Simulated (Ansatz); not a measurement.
System: HfS2 (sheet), 3 atoms in the cell.

```
Hf S
1.0
     3.65176    0.00000    0.00000
    -1.82588    3.16252    0.00000
     0.00000    0.00000   29.96994
Hf S
1 2
Direct
  0.00000 0.00000 0.30030
  0.33333 0.66667 0.34857
  0.66667 0.33333 0.25203
```

Ansatz 0.2.0; DFT PBE, scalar-relativistic, plane waves, PAW, no spin polarisation, 12×12×1 k mesh, 420 eV cutoff.

What does the calculation give for the electronic structure? The path is Γ–M–K–Γ.

The bands leave a gap. The gap along this path is 1.31 eV and indirect, from the valence-band top at Γ to the conduction-band bottom at M; the smallest direct gap is 2.07 eV, at Γ. Two bands meet at the valence-band top at Γ: it is doubly degenerate (spin aside). The top valence band spans 1.7 eV and the lowest conduction band 1.5 eV. The direct gaps are 4.53 eV at K, 2.07 eV at Γ and 2.36 eV at M.

The structure is an invented one, so it need not be a known or stable phase. Spin-orbit coupling is left out, which matters for Hf.

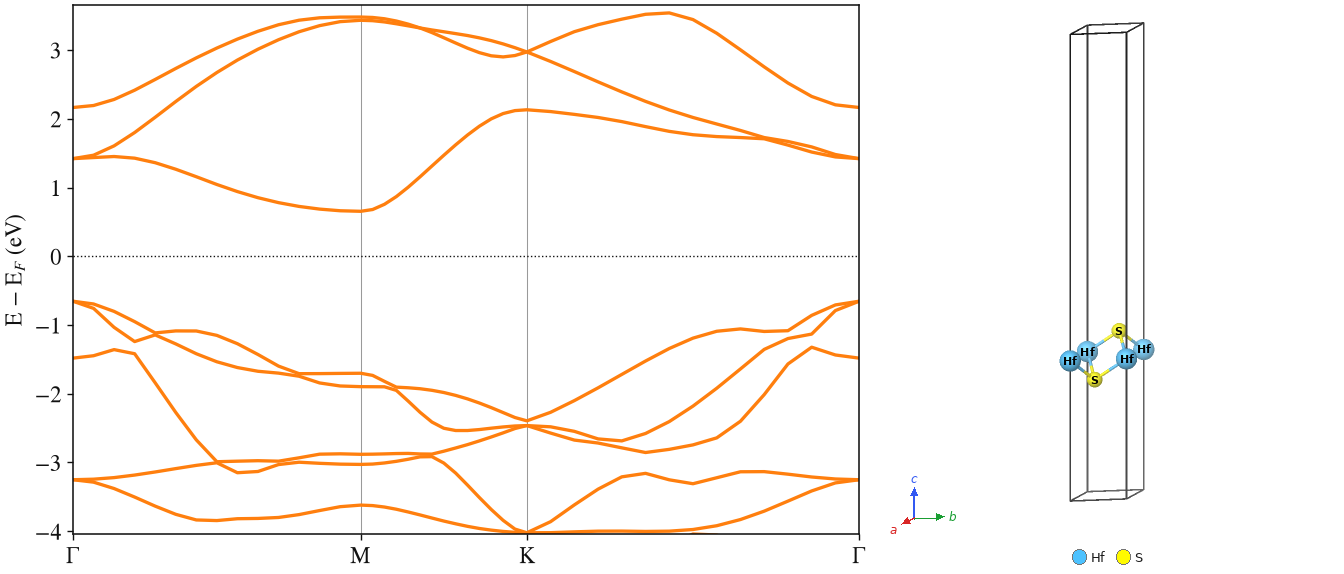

Band structure, beside the structure. Energies are counted from the Fermi level.
